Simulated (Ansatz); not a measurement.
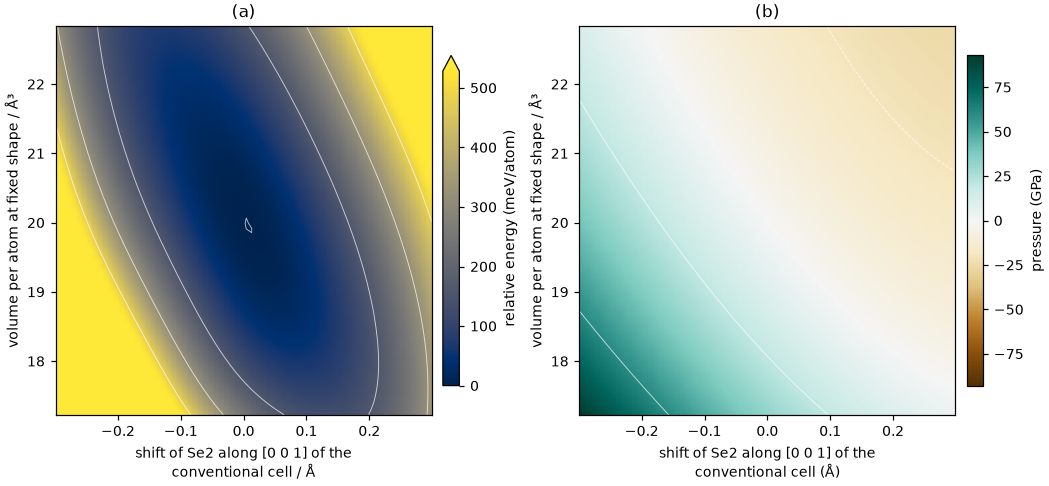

WSe2 (P-6m2, No. 187; 3 atoms in the cell). 
- The energy is mapped over a free internal coordinate and the cell.
- The first coordinate is: shift of Se2 along [0 0 1] of the conventional cell, Cartesian (0 0 1), its symmetry partners moved as symmetry demands (measured in the relaxed cell); the second: volume per atom at fixed shape.
- Nothing is relaxed (all other coordinates fixed).
- The scan uses a 5 × 5 grid.
- Points are written as (first, second).
- Energies are in meV/atom, from the lowest grid point.
- The band gap closes in part of the range.
- The calculation used Ansatz, DFT LDA+D3(BJ), scalar-relativistic, plane waves, PAW. Settings: cutoff 420 eV, k-mesh 12×12×4 in the order of the run's cell vectors, gaussian smearing 0.05 eV, no spin polarisation.

Panel (a) is the energy and panel (b) the computed pressure on the same grid.

In the figure: a smooth colour map with a few white contour lines, one colour for all values above the top of the scale. Between grid points the surface is interpolated.

> How does the pressure vary over the map, and what is it at the lowest grid point?

It runs from −25 GPa at (0.30 Å, 22.84 Å³) to 93 GPa at (−0.30 Å, 17.23 Å³). At the lowest grid point, (0.00 Å, 20.03 Å³), it is 0 GPa. The pressure is minus the slope of the energy with volume, so it vanishes at the true minimum, which need not be a grid point.

PAW datasets: the set soft_1.
